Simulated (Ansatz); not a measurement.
Input file:

```
crystal:
  lattice:
    - [3.784322, 0.0, 0.0]
    - [0.0, 3.784322, 0.0]
    - [0.0, 0.0, 3.784322]
  atoms:
    - { symbol: Pb, position: [0.0, 0.0, 0.0] }
    - { symbol: Se, position: [0.5, 0.5, 0.5] }
hamiltonian:
  xc: pbe
  pseudopotentials: { kind: paw }
kpoints:
  mp_grid: { grid: [7, 7, 7] }
scf:
  occupations: { method: gaussian, width: 0.016 }
output:
  forces: true
  stress: true
  eigenvalues: true
  write_density: true
  write_potential: true
  elf: true
  volumetric_format: npy
```

Launched as:

```sh
ansatz run input.yaml --threads 2 --pin off --max-ram 5632MiB --backend cpu --events-out ev --progress --plain --runs-dir out
```

Below, planes, directions and counts refer to the conventional cell (a = 3.78 Å, b = 3.78 Å, c = 3.78 Å, α = 90.00°, β = 90.00°, γ = 90.00°).

Space group Pm-3m; a structure from a database of computed crystals, not necessarily the ambient phase.

Computed with Kohn-Sham DFT of a periodic cell, PBE, Ansatz PAW in Ansatz 0.2.0.

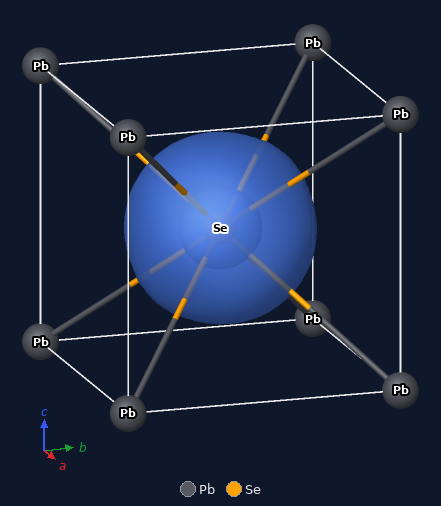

PbSe. Isosurface of the electron localisation function at 0.65 (blue), seen slightly off an axis. Only the valence region is drawn (cores and ρ < 0.01 e/Å³ removed). Sticks mark near contacts.

Question: Identify the bonds, lone pairs and shells in this picture.

Answer: The surface consists of one region wrapped around Se (its valence shell), counted in one cell of 2 atoms. Regions shared between cells count once. Along the contacts the grid gives the following. Pb–Se (3.28 Å): the ELF is about 0.20 at the midpoint.
